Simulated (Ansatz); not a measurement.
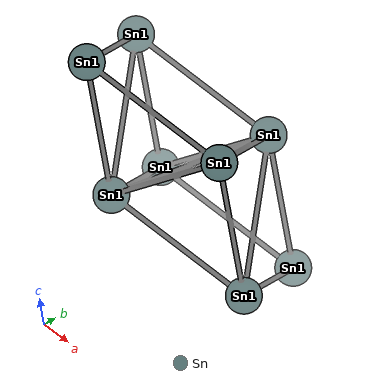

The system is Sn (Immm, No. 71; 1 atom in the cell); the picture shows the reference structure. The cell is strained homogeneously, by one strain along x and y and another along z, with fractional coordinates fixed (x along [1 0 0], z along [0 0 1] of the conventional cell). The first coordinate is: strain along x and y; the second: strain along z. The scan uses a 5 × 5 grid. Points are written as (first, second). Energies are in meV/atom, from the lowest grid point. The reference cell is the one listed in the database, not relaxed at this level. All numbers below come from Ansatz 0.2.0, DFT LDA, scalar-relativistic, plane waves, PAW. Settings: cutoff 420 eV, k-mesh 20×20×20, gaussian smearing 0.15 eV, no spin polarisation.

Its coordinates:

```yaml
crystal:
  lattice:
    - [-1.72654, 1.77555, 2.33834]
    - [1.72654, -1.77555, 2.33834]
    - [1.72654, 1.77555, -2.33834]
  atoms:
    - { symbol: Sn, position: [0.00000, 0.00000, 0.00000] }
```

Range: strain along x and y from −5.0 to 5.0 %; strain along z from −5.0 to 5.0 %.

Question: Predict the map.

Answer: The lowest grid point is at (−2.5 %, −5.0 %). It lies at the edge of the scanned range, so the true minimum may lie outside. The energy also falls towards the edge at (−5.0 %, 0.0 %) (2.4 meV/atom above the lowest), where a further well may lie outside the range. The highest grid point, (5.0 %, 5.0 %), lies 238 meV/atom above the lowest.

| strain along z ↓, strain along x and y → | −5.0 | −2.5 | 0.0 | 2.5 | 5.0 |
| --- | --- | --- | --- | --- | --- |
| 5.0 | 13 | 46 | 97 | 162 | 238 |
| 2.5 | 5 | 28 | 70 | 128 | 199 |
| 0.0 | 2 | 14 | 47 | 98 | 163 |
| −2.5 | 5 | 5 | 28 | 70 | 129 |
| −5.0 | 14 | 0 | 12 | 46 | 97 |

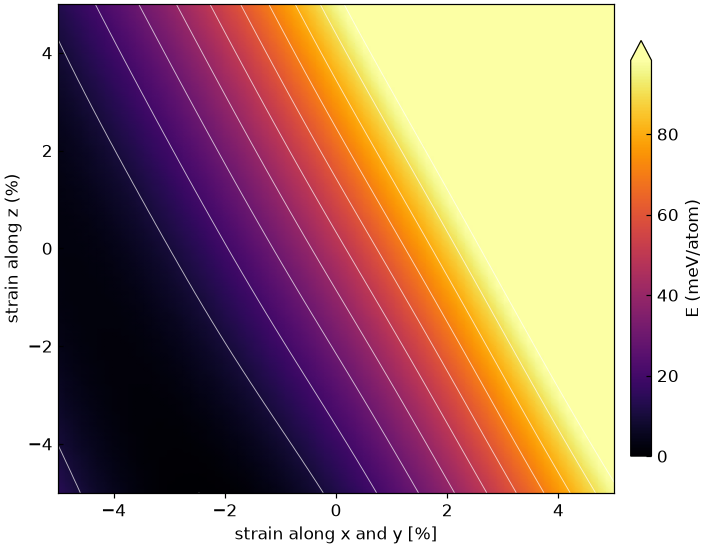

Drawn: a smooth colour map with a few white contour lines, one colour for all values above the top of the scale. Between grid points the surface is interpolated.
